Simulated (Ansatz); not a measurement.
**As: 6 runs along one coordinate**

System: As (Fm-3m, 1 atom in the cell).
Method: DFT, LDA (PW92), plane waves (420 eV) with PAW, scalar-relativistic, no spin polarisation (Ansatz 0.2.0).

The 6 runs differ only in the geometry, by an even scaling of the cell at fixed fractional positions.

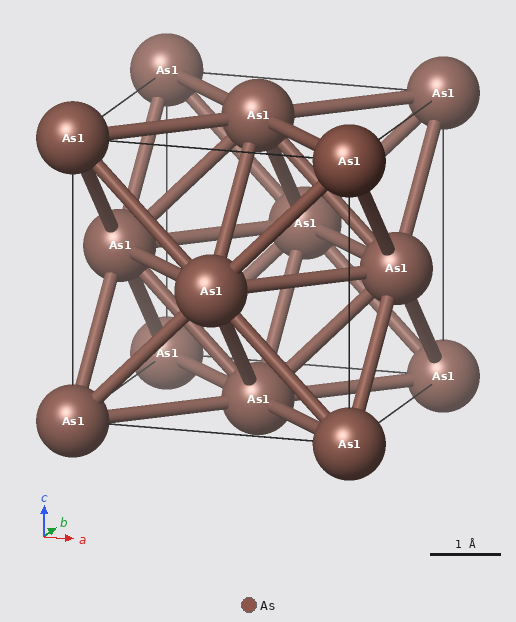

Figure 1. The structure of run 4 (ball-and-stick view of the cell 4 times as large as that of the calculation, set on its symmetry axes, seen slightly off an axis; atoms are numbered from 1 in the order of the input).

### Input of run 4
```yaml
crystal:
  lattice:
    - [0.0, 2.1131413529, 2.1131413529]
    - [2.1131413529, 0.0, 2.1131413529]
    - [2.1131413529, 2.1131413529, 0.0]
  atoms:
    - { symbol: As, position: [0.0, 0.0, 0.0] }
hamiltonian:
  xc: lda
  pseudopotentials:
    kind: paw
    azcp:
      As: "pseudopotentials/As.paw.azcp"
basis:
  ecutwfc: 420
  fft_grid_basis: typed
kpoints:
  mp_grid: { grid: [15, 15, 15], shift: [0, 0, 0] }
magnetization:
  spin_polarized: false
scf:
  occupations: { method: fermi_dirac, width: 0.1 }
  lower_state_search: "off"
output:
  stress: true
```

Run 5 differs from it as follows:
```diff
-    - [0.0, 2.1131413529, 2.1131413529]
-    - [2.1131413529, 0.0, 2.1131413529]
-    - [2.1131413529, 2.1131413529, 0.0]
+    - [0.0, 2.1398928176, 2.1398928176]
+    - [2.1398928176, 0.0, 2.1398928176]
+    - [2.1398928176, 2.1398928176, 0.0]
```

### Results, with one run withheld

```csv
run,volume per atom (Å³),"free energy per atom, from the lowest run given (meV)",pressure (GPa)
1,15.969,95.73,15.66
2,16.694,39.63,9.34
3,18.146,0.00,0.02
4,18.872,7.99,−3.43
5,19.598,?,?
6,20.324,63.54,−8.48
```

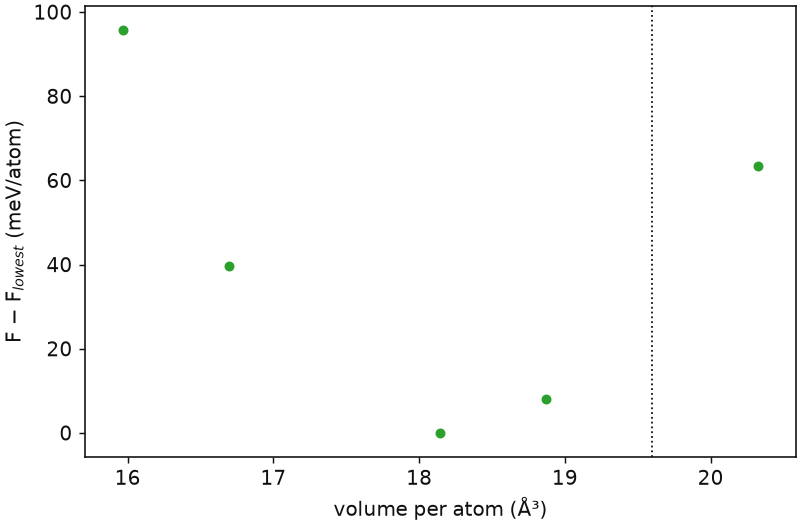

Figure 2. Free energy per atom of the runs given; the dotted line marks run 5.

Fit the runs given and predict run 5.

A cubic polynomial in V^(−2/3) (the Birch–Murnaghan form), fitted to the 5 runs given, misses them by at most 0.02 meV per atom. With x = V^(−2/3) − 0.14619 Å⁻², it reads F = 1.1384 + 1601.1 x + 5.7478e+05 x² + 72797 x³ (meV per atom). At run 5 it gives 29.99 meV per atom, and the run itself gives 30.07. The slope of the fit gives a pressure −dF/dV of −6.22 GPa there, and the run prints −6.22 GPa. The fit has its minimum at 18.149 Å³ per atom, where V d²F/dV² gives 94.5 GPa: the bulk modulus at this level, since symmetry fixes the shape and the positions.

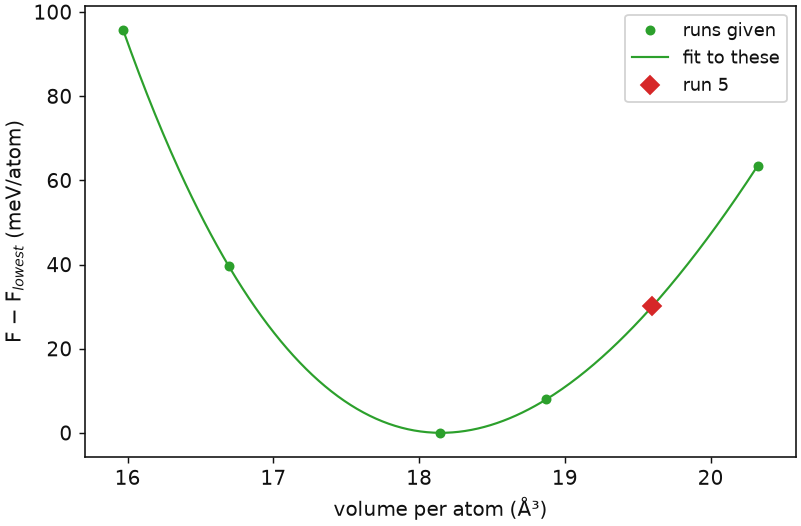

Figure 3. The fit and the withheld run.

### Output, shortened to warnings, some set-up lines, iterations and results (run 5)
```
Warning: [file] the record states the generating functional pbe (its physics header spells it `PBE`), which answers neither for hamiltonian.xc's functional nor for the lda family's — results may be inconsistent (PPs are generated against a specific XC)
Basis set: ecut = 420 eV, 387 PW (Γ)
Symmetry: 48 space group operations
k-points: 120 of 3375
Initial density: superposition of atomic densities (neutral atoms: chi_scale 0, normalization atom), corrected by the library's trained network
[...]
SCF iter   1: F=—  HF=-4773.152417 eV  |F-HF|=—  |Δ(HF+E_count)|=         —  Δρ=5.11e-3  dr2=3.31e-3  ethr=1.77e-3  ⟨swp⟩=5.0  Hψ=8501  notcnv=0
SCF iter   2: F=—  HF=-4773.151317 eV  |F-HF|=—  |Δ(HF+E_count)|=   1.10e-3  Δρ=2.81e-3  dr2=1.17e-3  ethr=2.21e-5  ⟨swp⟩=1.1  Hψ=2407  notcnv=0
SCF iter   3: F=—  HF=-4773.150770 eV  |F-HF|=—  |Δ(HF+E_count)|=   5.47e-4  Δρ=3.01e-4  dr2=2.17e-5  ethr=7.77e-6  ⟨swp⟩=2.4  Hψ=1805  notcnv=0
SCF iter   4: F=—  HF=-4773.150765 eV  |F-HF|=—  |Δ(HF+E_count)|=   4.88e-6  Δρ=1.78e-4  dr2=7.16e-6  ethr=1.45e-7  ⟨swp⟩=2.0  Hψ=2313  notcnv=0
SCF iter   5: F=—  HF=-4773.150759 eV  |F-HF|=—  |Δ(HF+E_count)|=   6.18e-6  Δρ=8.37e-5  dr2=1.53e-6  ethr=4.77e-8  ⟨swp⟩=2.1  Hψ=2261  notcnv=0
SCF iter   6: F=-4773.150757 eV  HF=-4773.150757 eV  |F-HF|=6.27e-8  |Δ(HF+E_count)|=   1.42e-6  Δρ=1.31e-5  dr2=3.83e-8  ethr=6.67e-10  ⟨swp⟩=2.7  Hψ=5359  notcnv=0
SCF 1 converged in 6 iterations: F = -4773.150757 eV  dr2 = 3.83e-8
SCF converged after 6 iterations
Free energy (F): -4773.150757 eV
Harris-Foulkes:  -4773.150757 eV  (|F-HF|=6.27e-8)
Internal energy: -4773.132880 eV  (E = F + TS)
E sigma→0 (E₀):  -4773.141819 eV
Entropy (-TS):   -0.017877 eV (-17.877 meV/atom)
Fermi energy:    11.766052 eV
--- Per-component energies (eV) ---
  E_band       = -217.798435
  E_kinetic    = 102.118318
  E_local      = -1485.837627  (includes V_loc(G=0)·N_el)
  E_nonlocal   = -665.927867
  E_hartree    = 841.111069
  E_xc         = -78.892362
  E_vxc        = -79.381036  (∫ρ·V_xc dr)
  E_paw        = -1752.343737  (= ΣΔE_a)
  E_vpaw       = 228.997976  (= ΣTr[D̂ρ^β])
  E_aug_tail   = 0.000009  (compensation charges beyond the density's cutoff)
  E_ewald      = -1735.435915
  E_core_change = 2.075230  (= ΣΔE_core)
  E_smearing   = -0.017877  (= −TS)
  E_closure    = 0.000000  (closes the sum)
  Σ components = -4773.150757   (vs F -4773.150757, Δ=0.00e0)
--- Stress (GPa, compression-positive) ---
       -6.219125       0.000000      -0.000000
        0.000000      -6.219125       0.000000
        0.000000      -0.000000      -6.219125
  P = ⅓ Tr σ = -6.2191 GPa (-62.191 kbar)
```

The program warns: the PAW datasets were made with another functional.
